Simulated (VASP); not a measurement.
**Geometry relaxation of PtAs₂ (part 1 of 3)**

- system: PtAs₂ (Pa-3, 12 atoms in the cell)
- method: Kohn-Sham DFT of a periodic cell, PBE with D3(BJ), VASP PAW PBE potentials, recommended, no spin polarisation (VASP 6.6.1)

The structure derives from an entry of the Crystallography Open Database.

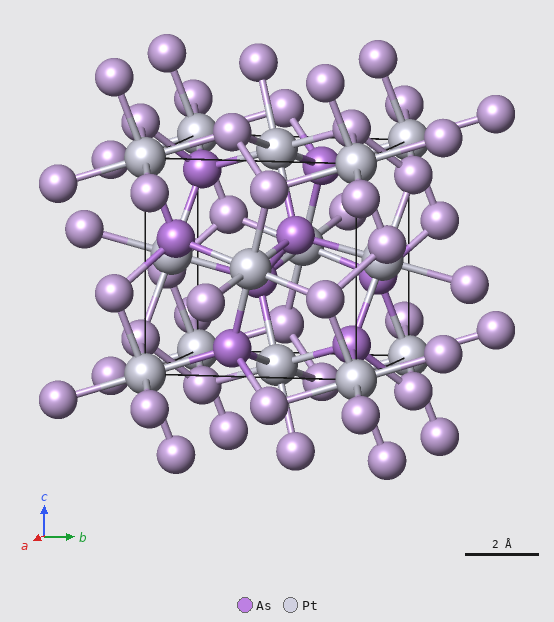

Fig. 1: The starting structure (ball-and-stick view of the cell of the calculation, seen slightly off an axis; neighbours outside the cell are drawn fainter). An atom can appear more than once, as a periodic image.

## Summary

```tsv
quantity	value
outcome	converged
space group (tolerance 0.01 Å)	Pa-3 (205)
electrons treated	80
free energy	−74.5416 eV
dispersion energy	−6.6563 eV
gap on the k-point mesh	0.25 eV
pressure	0.05 GPa
final volume	215.09 Å³
largest force (length of the vector) at the end	0.002 eV/Å
final cell	a = 5.992 Å, b = 5.992 Å, c = 5.992 Å, α = 90.00°, β = 90.00°, γ = 90.00°
hardware	4 threads of Intel Xeon (Granite Rapids), 192 GiB of memory available, shared host
wall time	2.2 min (CPU time 8.9 min)
peak memory	0.5 GiB
```

## Remarks

Spin–orbit coupling is left out, which matters for Pt.

## INCAR
```
SYSTEM = As2Pt
PREC = Accurate
ENCUT = 600
EDIFF = 1E-6
ISMEAR = 0
SIGMA = 0.03
LREAL = .FALSE.
LASPH = .TRUE.
NELM = 80
ALGO = Normal
ISIF = 3
LWAVE = .FALSE.
LCHARG = .FALSE.
GGA = PE
IVDW = 12
IBRION = 2
NSW = 90
EDIFFG = -0.01
KPAR = 4
```

## KPOINTS
```
Automatic mesh
0
G
  6 6 6
  0 0 0
```

## POSCAR
```
As2Pt
1.0
    5.9665000000      0.0000000000      0.0000000000
    0.0000000000      5.9665000000      0.0000000000
    0.0000000000      0.0000000000      5.9665000000
As Pt
8 4
Direct
    0.3830000000      0.3830000000      0.3830000000
    0.1170000000      0.6170000000      0.8830000000
    0.8830000000      0.1170000000      0.6170000000
    0.6170000000      0.8830000000      0.1170000000
    0.6170000000      0.6170000000      0.6170000000
    0.8830000000      0.3830000000      0.1170000000
    0.1170000000      0.8830000000      0.3830000000
    0.3830000000      0.1170000000      0.8830000000
    0.0000000000      0.0000000000      0.0000000000
    0.5000000000      0.0000000000      0.5000000000
    0.5000000000      0.5000000000      0.0000000000
    0.0000000000      0.5000000000      0.5000000000
```

Run as:
```bash
cat potpaw_PBE.64/As/POTCAR potpaw_PBE.64/Pt/POTCAR > POTCAR
mpirun -np 4 vasp_std > vasp.out
```

## OSZICAR
```
N       E                     dE             d eps       ncg     rms          rms(c)
DAV:   1     0.474048429819E+03    0.47405E+03   -0.39405E+04  2304   0.168E+03
DAV:   2    -0.381645532379E+02   -0.51221E+03   -0.49055E+03  2672   0.290E+02
DAV:   3    -0.702982399379E+02   -0.32134E+02   -0.31422E+02  2768   0.657E+01
DAV:   4    -0.710478501272E+02   -0.74961E+00   -0.74473E+00  2736   0.102E+01
DAV:   5    -0.710657195401E+02   -0.17869E-01   -0.17857E-01  2688   0.148E+00    0.222E+01
DAV:   6    -0.683625781134E+02    0.27031E+01   -0.21246E+01  2672   0.252E+01    0.937E+00
DAV:   7    -0.678820902180E+02    0.48049E+00   -0.32378E+00  2520   0.104E+01    0.535E+00
DAV:   8    -0.678012839164E+02    0.80806E-01   -0.29684E-01  2680   0.214E+00    0.122E+00
DAV:   9    -0.677837031762E+02    0.17581E-01   -0.58510E-02  2624   0.143E+00    0.330E-01
DAV:  10    -0.677844588233E+02   -0.75565E-03   -0.55875E-03  2640   0.305E-01    0.100E-01
DAV:  11    -0.677844801240E+02   -0.21301E-04   -0.69607E-04  2776   0.132E-01    0.229E-02
DAV:  12    -0.677844673652E+02    0.12759E-04   -0.10754E-04  2640   0.580E-02    0.651E-03
DAV:  13    -0.677844676072E+02   -0.24197E-06   -0.91395E-06  2560   0.113E-02
   1 F= -.74524626E+02 E0= -.74524626E+02  d E =-.745246E+02
       N       E                     dE             d eps       ncg     rms          rms(c)
DAV:   1    -0.685873466547E+02   -0.80288E+00   -0.10417E+01  2344   0.179E+01    0.485E+00
DAV:   2    -0.680491830569E+02    0.53816E+00   -0.27676E+00  2360   0.105E+01    0.215E+00
DAV:   3    -0.679920671348E+02    0.57116E-01   -0.19311E-01  2488   0.254E+00    0.110E+00
DAV:   4    -0.679801316599E+02    0.11935E-01   -0.12701E-01  2432   0.111E+00    0.343E-01
DAV:   5    -0.679770139608E+02    0.31177E-02   -0.35923E-02  2456   0.101E+00    0.301E-01
DAV:   6    -0.679764183729E+02    0.59559E-03   -0.33701E-03  2592   0.323E-01    0.105E-01
DAV:   7    -0.679763624839E+02    0.55889E-04   -0.48851E-04  2616   0.750E-02    0.142E-02
DAV:   8    -0.679763597900E+02    0.26939E-05   -0.32360E-05  2904   0.239E-02    0.566E-03
DAV:   9    -0.679763605799E+02   -0.78985E-06   -0.20081E-06  1792   0.545E-03
   2 F= -.74503786E+02 E0= -.74503786E+02  d E =0.208400E-01
       N       E                     dE             d eps       ncg     rms          rms(c)
DAV:   1    -0.681051251490E+02   -0.12877E+00   -0.37942E+00  2328   0.109E+01    0.289E+00
DAV:   2    -0.679118121058E+02    0.19331E+00   -0.97508E-01  2352   0.616E+00    0.102E+00
DAV:   3    -0.678922164217E+02    0.19596E-01   -0.62713E-02  2440   0.150E+00    0.470E-01
DAV:   4    -0.678877794480E+02    0.44370E-02   -0.37136E-02  2448   0.595E-01    0.183E-01
DAV:   5    -0.678868464242E+02    0.93302E-03   -0.54774E-03  2464   0.409E-01    0.112E-01
DAV:   6    -0.678869366152E+02   -0.90191E-04   -0.43096E-04  2624   0.945E-02    0.286E-02
DAV:   7    -0.678869471118E+02   -0.10497E-04   -0.37182E-05  2736   0.313E-02    0.108E-02
DAV:   8    -0.678869445144E+02    0.25973E-05   -0.19587E-05  2592   0.267E-02    0.377E-03
DAV:   9    -0.678869441625E+02    0.35190E-06   -0.19719E-06  1488   0.871E-03
   3 F= -.74541598E+02 E0= -.74541598E+02  d E =-.169713E-01
       N       E                     dE             d eps       ncg     rms          rms(c)
DAV:   1    -0.678886737433E+02   -0.17292E-02   -0.66339E-04  2392   0.143E-01    0.381E-02
DAV:   2    -0.678886382392E+02    0.35504E-04   -0.17249E-04  2408   0.825E-02    0.146E-02
DAV:   3    -0.678886340906E+02    0.41485E-05   -0.11143E-05  2448   0.197E-02    0.703E-03
DAV:   4    -0.678886316250E+02    0.24656E-05   -0.69095E-06  2408   0.819E-03    0.252E-03
DAV:   5    -0.678886315446E+02    0.80404E-07   -0.10646E-06  1272   0.595E-03
   4 F= -.74541589E+02 E0= -.74541589E+02  d E =-.169625E-01
       N       E                     dE             d eps       ncg     rms          rms(c)
DAV:   1    -0.678854327304E+02    0.31989E-02   -0.43290E-03  2344   0.333E-01    0.723E-02
DAV:   2    -0.678853160348E+02    0.11670E-03   -0.73600E-04  2640   0.164E-01    0.271E-02
DAV:   3    -0.678853069415E+02    0.90933E-05   -0.40778E-05  2560   0.368E-02    0.138E-02
DAV:   4    -0.678853085323E+02   -0.15908E-05   -0.27141E-05  2536   0.161E-02    0.490E-03
DAV:   5    -0.678853072499E+02    0.12824E-05   -0.49639E-06  2344   0.118E-02    0.275E-03
DAV:   6    -0.678853074264E+02   -0.17645E-06   -0.38202E-07  1304   0.329E-03
   5 F= -.74541642E+02 E0= -.74541642E+02  d E =-.534698E-04
```

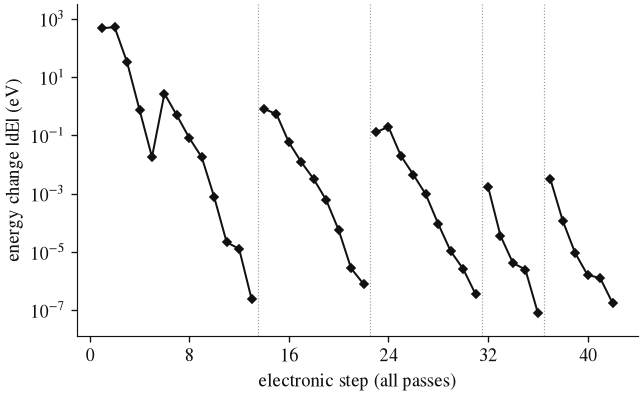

Fig. 2: Convergence of the self-consistent field: energy change |dE| against the electronic step. Each stretch between dotted lines is the SCF of one geometry step of a relaxation. The 5 ionic steps take 5 to 13 electronic steps each. The density is held fixed in the first few steps, and dE rises again when its update begins.

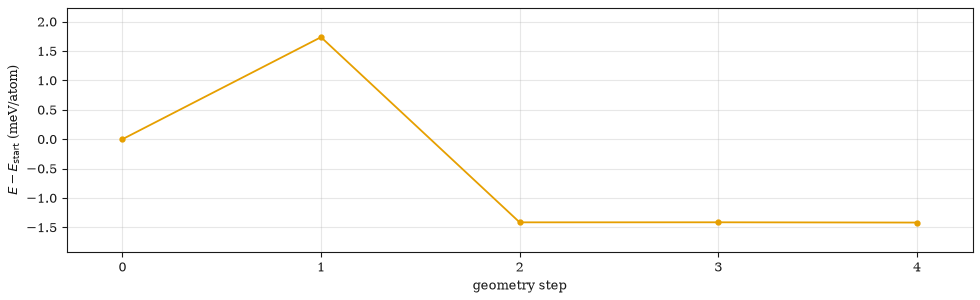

Fig. 3: Progress of the relaxation, step by step (steps are counted from 0). Over 4 geometry steps the energy falls by 1.4 meV per atom. Largest force component: 0.00086 eV/Å at the start, 0.0011 eV/Å at the end. No atom moves by more than 0.005 Å relative to the cell. 

## Parts of OUTCAR
```
SYSTEM = As2Pt
   PREC = Accurate
   ENCUT = 600
   EDIFF = 1E-6
   ISMEAR = 0
   LREAL = .FALSE.
   LASPH = .TRUE.
   NELM = 80
   ISIF = 3
   GGA = PE
   IVDW = 12
   IBRION = 2
   NSW = 90
   EDIFFG = -0.01
 IVDW          = 12
 VDW_S6        =  1.00000000  s6, scaling of the dipole-dipole dispersion
 VDW_S8        =  0.78750002  s8, scaling of the dipole-quadrupole dispersion
 VDW_A1        =  0.42890000  a1, scaling of the critical radii
 VDW_A2        =  4.44070005  a2, offset of the critical radii
 VDW_RADIUS    = 50.20216178  two-body interaction cutoff (in Angstroms)
 VDW_CNRADIUS  = 21.16708996  CN, coordination number cutoff (in Angstroms)

 ion  position               nearest neighbor table
   1  0.383  0.383  0.383-   5 2.42  11 2.49  10 2.49  12 2.49
   2  0.117  0.617  0.883-   6 2.42  12 2.49  11 2.49   9 2.49
   3  0.883  0.117  0.617-   7 2.42   9 2.49  10 2.49  12 2.49
   4  0.617  0.883  0.117-   8 2.42  10 2.49   9 2.49  11 2.49
   5  0.617  0.617  0.617-   1 2.42  11 2.49  10 2.49  12 2.49
   6  0.883  0.383  0.117-   2 2.42  12 2.49  11 2.49   9 2.49
   7  0.117  0.883  0.383-   3 2.42   9 2.49  10 2.49  12 2.49
   8  0.383  0.117  0.883-   4 2.42  10 2.49   9 2.49  11 2.49
   9  0.000  0.000  0.000-   3 2.49   7 2.49   4 2.49   6 2.49   2 2.49   8 2.49
  10  0.500  0.000  0.500-   4 2.49   8 2.49   1 2.49   5 2.49   7 2.49   3 2.49
  11  0.500  0.500  0.000-   1 2.49   5 2.49   4 2.49   2 2.49   6 2.49   8 2.49
  12  0.000  0.500  0.500-   2 2.49   6 2.49   3 2.49   5 2.49   1 2.49   7 2.49

  LATTYP: Found a simple cubic cell.
 ALAT       =     5.9665000000

  Lattice vectors:

 A1 = (   5.9665000000,   0.0000000000,   0.0000000000)
 A2 = (   0.0000000000,   5.9665000000,   0.0000000000)
 A3 = (   0.0000000000,   0.0000000000,   5.9665000000)

Analysis of symmetry for initial positions (statically):
=====================================================================
 Subroutine PRICEL returns:
 Original cell was already a primitive cell.

 Routine SETGRP: Setting up the symmetry group for a
 simple cubic supercell.

 Subroutine GETGRP returns: Found 24 space group operations
 (whereof  6 operations were pure point group operations)
 out of a pool of 48 trial point group operations.

The static configuration has the point symmetry S_6 .
 The point group associated with its full space group is T_h .

Analysis of symmetry for dynamics (positions and initial velocities):
=====================================================================
 Subroutine PRICEL returns:
 Original cell was already a primitive cell.

 Routine SETGRP: Setting up the symmetry group for a
 simple cubic supercell.

 Subroutine GETGRP returns: Found 24 space group operations
 (whereof  6 operations were pure point group operations)
 out of a pool of 48 trial point group operations.

The dynamic configuration has the point symmetry S_6 .
 The point group associated with its full space group is T_h .

 Subroutine INISYM returns: Found 24 space group operations
 (whereof  6 operations are pure point group operations),
 and found     1 'primitive' translations

----------------------------------------------------------------------------------------

                                     Primitive cell

  volume of cell :     212.4022

  direct lattice vectors                    reciprocal lattice vectors
     5.966500000  0.000000000  0.000000000     0.167602447  0.000000000  0.000000000
     0.000000000  5.966500000  0.000000000     0.000000000  0.167602447  0.000000000
     0.000000000  0.000000000  5.966500000     0.000000000  0.000000000  0.167602447

  length of vectors
     5.966500000  5.966500000  5.966500000     0.167602447  0.167602447  0.167602447

  position of ions in fractional coordinates (direct lattice)
     0.383000000  0.383000000  0.383000000
     0.117000000  0.617000000  0.883000000
     0.883000000  0.117000000  0.617000000
     0.617000000  0.883000000  0.117000000
     0.617000000  0.617000000  0.617000000
     0.883000000  0.383000000  0.117000000
     0.117000000  0.883000000  0.383000000
     0.383000000  0.117000000  0.883000000
     0.000000000  0.000000000  0.000000000
     0.500000000  0.000000000  0.500000000
     0.500000000  0.500000000  0.000000000
     0.000000000  0.500000000  0.500000000

  ion indices of the primitive-cell ions
   primitive index   ion index
                 1           1
                 2           2
                 3           3
                 4           4
                 5           5
                 6           6
                 7           7
                 8           8
                 9           9
                10          10
                11          11
                12          12

----------------------------------------------------------------------------------------

 KPOINTS: Automatic mesh

Automatic generation of k-mesh.
 Grid dimensions read from file:
 generate k-points for:    6    6    6

 Generating k-lattice:

  Cartesian coordinates                     Fractional coordinates (reciprocal lattice)
     0.027933741  0.000000000  0.000000000     0.166666667  0.000000000  0.000000000
     0.000000000  0.027933741  0.000000000     0.000000000  0.166666667  0.000000000
     0.000000000  0.000000000  0.027933741     0.000000000  0.000000000  0.166666667

  Length of vectors
     0.027933741  0.027933741  0.027933741

  Shift w.r.t. Gamma in fractional coordinates (k-lattice)
     0.000000000  0.000000000  0.000000000

 Subroutine IBZKPT returns following result:
 ===========================================

 Found     24 irreducible k-points:

 Following reciprocal coordinates:
            Coordinates               Weight
  0.000000  0.000000  0.000000      1.000000
  0.166667  0.000000  0.000000      6.000000
  0.333333  0.000000  0.000000      6.000000
  0.500000  0.000000  0.000000      3.000000
  0.166667  0.166667  0.000000     12.000000
  0.333333  0.166667  0.000000     12.000000
 -0.166667  0.333333  0.000000     12.000000
  0.500000  0.166667  0.000000      6.000000
 -0.166667  0.500000  0.000000      6.000000
  0.333333  0.333333  0.000000     12.000000
  0.500000  0.333333  0.000000      6.000000
 -0.333333  0.500000  0.000000      6.000000
  0.500000  0.500000  0.000000      3.000000
  0.166667  0.166667  0.166667      8.000000
  0.333333  0.166667  0.166667     24.000000
  0.500000  0.166667  0.166667     12.000000
  0.333333  0.333333  0.166667     24.000000
  0.500000  0.333333  0.166667     12.000000
 -0.333333  0.500000  0.166667     12.000000
  0.500000  0.500000  0.166667      6.000000
  0.333333  0.333333  0.333333      8.000000
  0.500000  0.333333  0.333333     12.000000
  0.500000  0.500000  0.333333      6.000000
  0.500000  0.500000  0.500000      1.000000
```
